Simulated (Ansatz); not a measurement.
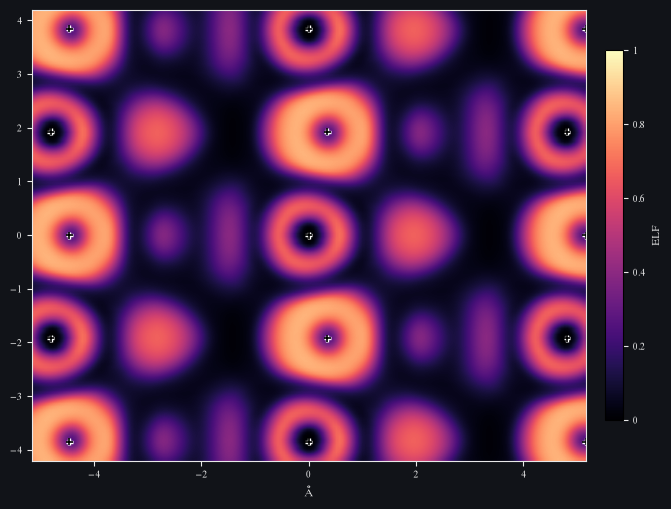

The electron localisation function on a plane through atoms (crosses mark nuclei in the plane).

Computed with DFT PBEsol, scalar-relativistic, plane waves, PAW in Ansatz 0.2.0.

Candidates:
A. Ti$_{3}$O$_{5}$, a = 9.62 Å, b = 3.85 Å, c = 9.18 Å, α = 90.00°, β = 91.12°, γ = 90.00°. Space group C2/m; computed without spin polarisation.
B. NiGe (slab), a = 3.44 Å, b = 5.31 Å, c = 25.90 Å, α = 90.00°, β = 90.00°, γ = 90.00°. Computed without spin polarisation.

Which system is this?

Candidate A: Ti$_{3}$O$_{5}$ on the (001) plane of the conventional cell, which holds Ti and O. Ti–O (1.96 Å): the ELF peaks at about 0.85 in the valence shell of O, 0.6 Å from its nucleus, and is about 0.20 at the midpoint (no localised pair shows between them). Ti–O (1.96 Å): the ELF peaks at about 0.85 in the valence shell of O, 0.6 Å from its nucleus, and is about 0.20 at the midpoint: no shared electron pair shows on this line.
